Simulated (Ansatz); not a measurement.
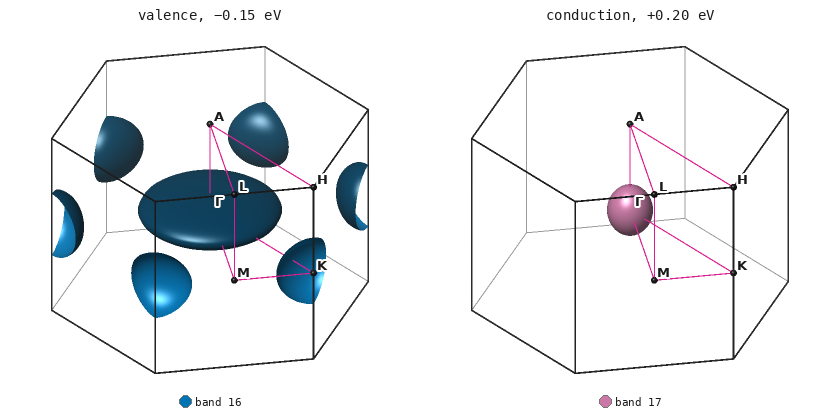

SrO in space group P6_3mc: constant-energy surfaces at both band edges (energies from each edge).

All numbers here come from DFT PBE, scalar-relativistic, plane waves, PAW; levels and slopes on a dense k mesh at the converged density (Ansatz). No spin polarisation. k mesh for the levels: 30×30×22. The geometry was not relaxed. The cell comes from a database of computed structures, not from a measurement.

Masses come from a second pass at points close to the extrema; at the energies drawn a band may no longer be parabolic.

**What kind of gap has this crystal, and what size does the calculation give?**

The gap is direct, 2.65 eV at this level of theory, which underestimates gaps and can reorder valleys that lie close.

**Give the valleys and their effective masses.**

Valence band (extrema up to 0.15 eV from the edge): one maximum at Γ, principal masses 0.34, 3.87 and 3.87 mₑ; two equivalent maxima at K, 0.07 eV below the edge, principal masses 1.86, 1.87 and 1.89 mₑ. Band 16 forms the valence edge.
Conduction band (extrema up to 0.20 eV from the edge): one minimum at Γ, principal masses 0.37, 0.37 and 0.47 mₑ. Band 17 forms the conduction edge.

Spin-orbit coupling, left out here, can change the gap, its kind, the place of the band edges and the masses, since the compound holds Sr.

Time for the whole run: 3.1 min on 1 thread of Arm Neoverse V2, with other jobs on the host, peak memory 1.1 GiB.
